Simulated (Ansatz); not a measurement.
System: CoSn3.

Input file:

```
crystal:
  lattice:
    - [8.6995255999, -3.1907918277, 0.0]
    - [8.6995255999, 3.1907918277, 0.0]
    - [0.0, 0.0, 6.3918471425]
  atoms:
    - { symbol: Co, position: [0.4217771993, 0.4217771993, 0.0] }
    - { symbol: Co, position: [0.9217771993, 0.9217771993, 0.5] }
    - { symbol: Co, position: [0.5782228007, 0.5782228007, 0.0] }
    - { symbol: Co, position: [0.0782228007, 0.0782228007, 0.5] }
    - { symbol: Sn, position: [0.836647613, 0.163352387, 0.1630587244] }
    - { symbol: Sn, position: [0.336647613, 0.663352387, 0.3369412756] }
    - { symbol: Sn, position: [0.663352387, 0.336647613, 0.6630587244] }
    - { symbol: Sn, position: [0.163352387, 0.836647613, 0.8369412756] }
    - { symbol: Sn, position: [0.0235660403, 0.6488626844, 0.1876414203] }
    - { symbol: Sn, position: [0.5235660403, 0.1488626844, 0.3123585797] }
    - { symbol: Sn, position: [0.1488626844, 0.5235660403, 0.6876414203] }
    - { symbol: Sn, position: [0.6488626844, 0.0235660403, 0.8123585797] }
    - { symbol: Sn, position: [0.3511373156, 0.9764339597, 0.1876414203] }
    - { symbol: Sn, position: [0.8511373156, 0.4764339597, 0.3123585797] }
    - { symbol: Sn, position: [0.4764339597, 0.8511373156, 0.6876414203] }
    - { symbol: Sn, position: [0.9764339597, 0.3511373156, 0.8123585797] }
basis:
  ecutwfc: 420
kpoints:
  mp_grid: { grid: [6, 6, 6] }
hamiltonian:
  xc: pbesol
scf:
  occupations: { method: gaussian, width: 0.1 }
output:
  forces: true
  stress: true
  eigenvalues: true
  write_density: true
  write_potential: true
  elf: true
  volumetric_format: npy
relax:
  adjacent_minimum: "off"
  f_tol: 0.01
  max_steps: 30
  cell: { stress_tol: 0.1, fix: [volume] }
```

Command:

```sh
ansatz run input.yaml --threads 4 --pin off --max-ram 10240MiB --backend cpu --events-out ev --progress --plain --runs-dir out
```

Below, planes, directions and counts refer to the conventional cell (a = 17.48 Å, b = 6.37 Å, c = 6.37 Å, α = 90.00°, β = 90.00°, γ = 90.00°).

The fields are those of the run's last geometry, not of the input's.

Space group Cmce; a structure from a database of computed crystals, not necessarily the ambient phase; changed on purpose from its base cell (volume × 1.10, shape and atoms relaxed); computed pressure about −6 GPa in this cell; computed without spin polarisation.

Computed with Ansatz, DFT PBEsol, scalar-relativistic, plane waves, PAW.

Predict the valence pseudo-density and electron localisation function between the atoms.

Answer. Co–Co (2.69 Å): ρ is about 0.26 e/Å³ halfway; the ELF is about 0.30 at the midpoint.
Sn–Sn (2.93 Å): ρ at the midpoint is about 0.31 e/Å³; the ELF peaks at about 0.65 between the atoms.
Sn–Sn (3.12 Å): ρ is about 0.2 e/Å³ halfway; the ELF is about 0.35 at the midpoint; no localised pair shows between them.

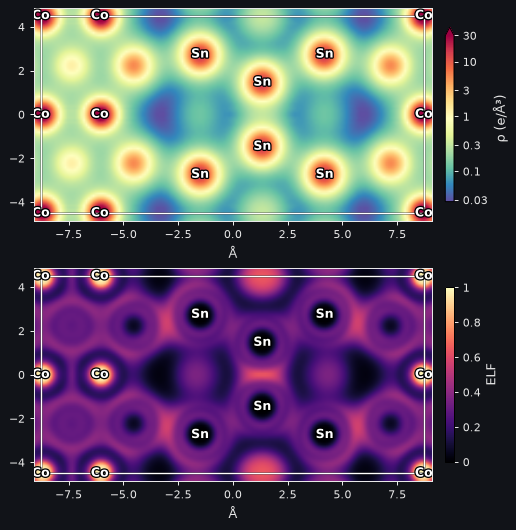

Computed valence pseudo-density and electron localisation function on the (011) plane of the conventional cell, in this order. Atoms just off the plane (Sn, 0.5 Å away) can leave unmarked features too.

The density is the valence pseudo-density of a PAW calculation; it isn't the true density close to the nuclei.
